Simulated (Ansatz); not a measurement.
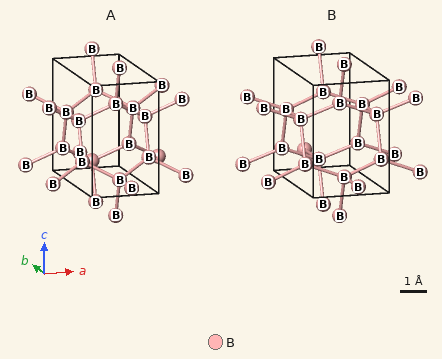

Two geometries of solid B (a generated structure, set up in Imm2) (coarse preliminary run), drawn at one scale. One is the start of a relaxation, the other its converged end. Style: ball-and-stick. Shown: the conventional cell (2 times the calculation's cell), slightly off an axis. Lengths and directions refer to the drawn axes.

These are results of Ansatz, DFT PBE, scalar-relativistic, plane waves, PAW, not measurements. Set-up: plane-wave cutoff 420 eV; k-point mesh 8 × 8 × 8; occupations gaussian; smearing width 0.1 eV; no spin polarisation; cell and atoms relaxed; force threshold 0.04 eV/Å; at most 70 steps.

Question: Which one is relaxed?

Answer: Structure B is the relaxed one. The largest moves relative to the cell, 0.25 Å, are those of B atoms. The drawn cell changes as follows: a 2.713 → 3.104 Å (+14.4 %), b 5.262 → 5.267 Å (+0.1 %), c 4.472 → 4.503 Å (+0.7 %); the volume changes by +15.3 %. Some distances before and after: B–B 2.646 → 2.158 Å, B–B 1.613 → 1.871 Å, B–B 1.613 → 1.784 Å, B–B 1.613 → 1.662 Å. Among the angles between lasting bonds that change: B–B–B 114.5° → 138.0°, B–B–B 108.7° → 94.9°, B–B–B 120.9° → 110.8°. The space group stays Imm2 (No. 44). After 10 accepted moves (13 points after the start) the energy has fallen by 0.924 eV per cell of the calculation. The largest force component goes from 0.18 to 0.0067 eV/Å. The pressure goes from 36.20 to −0.13 GPa. The line search rejected the trial step at point 6 of the run. The SCF was repeated twice at an unchanged geometry on a basis and grid sized afresh for the cell, which shifted the energy by 24.5 meV per cell of the calculation at most. The run took 100 s on 1 thread of Arm Neoverse N1, with other jobs on the host, peak memory 0.33 GiB.
